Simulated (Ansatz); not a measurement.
GaO

The calculation's input:

```
crystal:
  lattice:
    - [3.0838255515, 0.0, 0.0]
    - [-1.5419127757, 2.6706712685, 0.0]
    - [0.0, 0.0, 13.8212127046]
  atoms:
    - { symbol: Ga, position: [0.3333333333, 0.6666666667, 0.1599723233] }
    - { symbol: Ga, position: [0.6666666667, 0.3333333333, 0.6599723233] }
    - { symbol: Ga, position: [0.3333333333, 0.6666666667, 0.3400276767] }
    - { symbol: Ga, position: [0.6666666667, 0.3333333333, 0.8400276767] }
    - { symbol: O, position: [0.3333333333, 0.6666666667, 0.6076662279] }
    - { symbol: O, position: [0.6666666667, 0.3333333333, 0.1076662279] }
    - { symbol: O, position: [0.3333333333, 0.6666666667, 0.8923337721] }
    - { symbol: O, position: [0.6666666667, 0.3333333333, 0.3923337721] }
basis:
  ecutwfc: 420
kpoints:
  mp_grid: { grid: [12, 12, 2] }
hamiltonian:
  xc: pbe
scf:
  occupations: { method: fixed }
output:
  forces: true
  stress: true
  eigenvalues: true
  write_density: true
  write_potential: true
  elf: true
  volumetric_format: npy
relax:
  adjacent_minimum: "off"
  f_tol: 0.001
  max_steps: 60
  cell: { stress_tol: 0.01, fix: [volume] }
```

Command:

```sh
ansatz run input.yaml --threads 2 --pin off --max-ram 6144MiB --backend cpu --events-out ev --progress --plain --runs-dir out
```

Below, planes, directions and counts refer to the conventional cell (a = 3.10 Å, b = 3.10 Å, c = 13.64 Å, α = 90.00°, β = 90.00°, γ = 120.00°).

The fields are those of the run's last geometry, not of the input's.

Space group P6₃/mmc; changed on purpose from its base cell (volume × 0.98, shape and atoms relaxed).

The calculation used DFT PBE, scalar-relativistic, plane waves, PAW (Ansatz 0.2.0).

In a PAW calculation such maps are meaningful between the atoms, not at the nuclei.

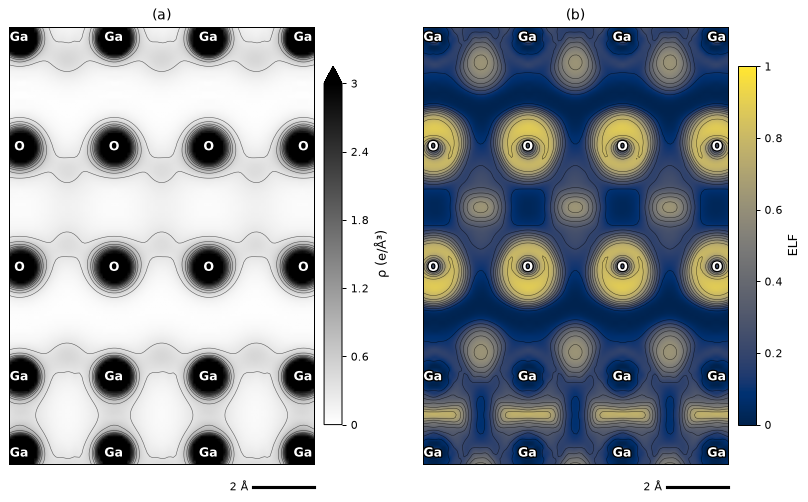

Figure 1. (a) valence pseudo-density; (b) ELF on the (010) plane of the conventional cell.

### What does the map show?

Atoms in the plane: Ga and O. Atoms just off the plane (Ga, 0.9 Å away and O, 0.9 Å away) can leave unmarked features too. Ga–Ga (2.50 Å): the density is about 0.44 e/Å³ at the midpoint; the ELF peaks at about 0.80 between the atoms; a shared electron pair. Between the atoms the lowest density in this plane is 0.004 e/Å³. The ELF also peaks beside O, away from the bonds: lone-pair regions.

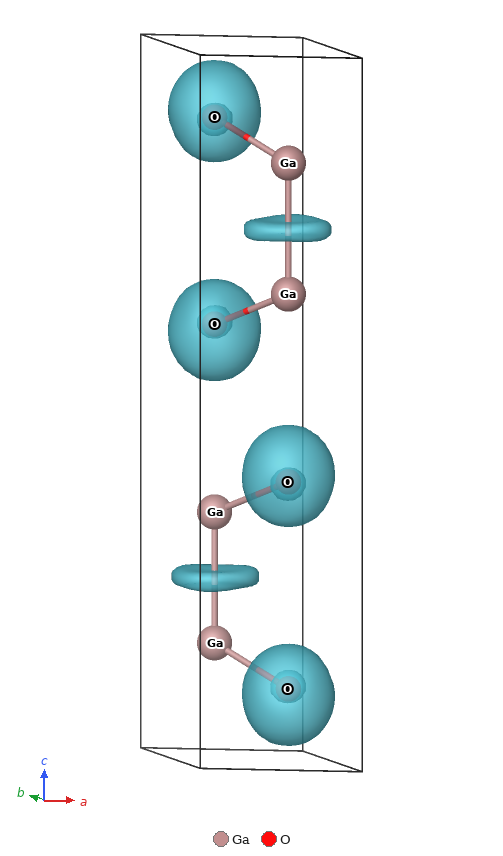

Figure 2. Isosurface of the ELF at 0.65 (cyan), seen slightly off an axis. Only the valence region is drawn (cores and ρ < 0.01 e/Å³ removed). Sticks mark near contacts.

### Where are the electrons localised?

At this value the surface marks out two regions between bonded Ga–Ga atoms (shared pairs) and four regions wrapped around O (the valence shell of each), counted in one cell of 8 atoms. Regions shared between cells count once. Along the contacts the grid gives the following. Ga–O (1.93 Å): the ELF peaks at about 0.80 in the valence shell of O, 0.6 Å from its nucleus, and is about 0.35 at the midpoint.

### Does the calculation give a band gap?

It is gapped, with a Kohn–Sham gap of 1.2 eV on the k-point mesh (the band edges may lie off the mesh, which would make the gap smaller).
